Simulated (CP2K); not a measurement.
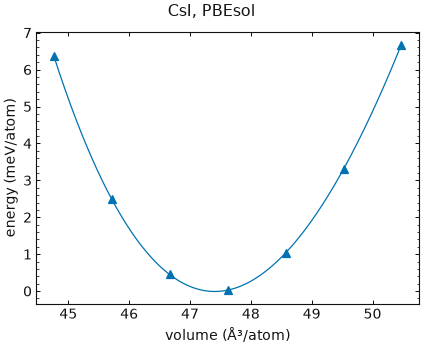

The plot gives the computed energy against volume for CsI, space group Pm-3m (No. 221).

The given structure:
```yaml
crystal:
  lattice:
    - [4.56670, 0.00000, 0.00000]
    - [0.00000, 4.56670, 0.00000]
    - [0.00000, 0.00000, 4.56670]
  atoms:
    - { symbol: Cs, position: [0.00000, 0.00000, 0.00000] }
    - { symbol: I, position: [0.50000, 0.50000, 0.50000] }
```

Computed with CP2K 2026.2: DFT in Gaussian orbitals with a plane-wave density, no spin polarisation; energies at scaled volumes of the given cell, shape and fractions fixed, counted from the fit's minimum, third-order Birch-Murnaghan fit. Level: PBEsol.

- k mesh: 6×6×6
- occupations: Fermi–Dirac
- smearing width: 0.01 eV
- potentials: GTH PBE with UZH TZVP basis
- density cutoff: 6123 eV
- program settings: ngrids 5, basis sets Cs TZVP-MOLOPT-PBE-GTH-q9, basis sets I TZVP-MOLOPT-PBE-GTH-q7, cutoff ry 450 Ry, rel cutoff ry 60 Ry

From this curve and the settings, what does the calculation give for the pressure at the same points?

The pressure falls from 0.82 GPa at volume 44.76 Å³/atom to −0.65 GPa at 50.48 Å³/atom, and changes sign near 47.43 Å³/atom.

```
volume (Å³/atom)  pressure (GPa)
           44.76            0.82
           45.71            0.49
           46.67            0.20
           47.62           -0.05
           48.57           -0.28
           49.52           -0.48
           50.48           -0.65
```
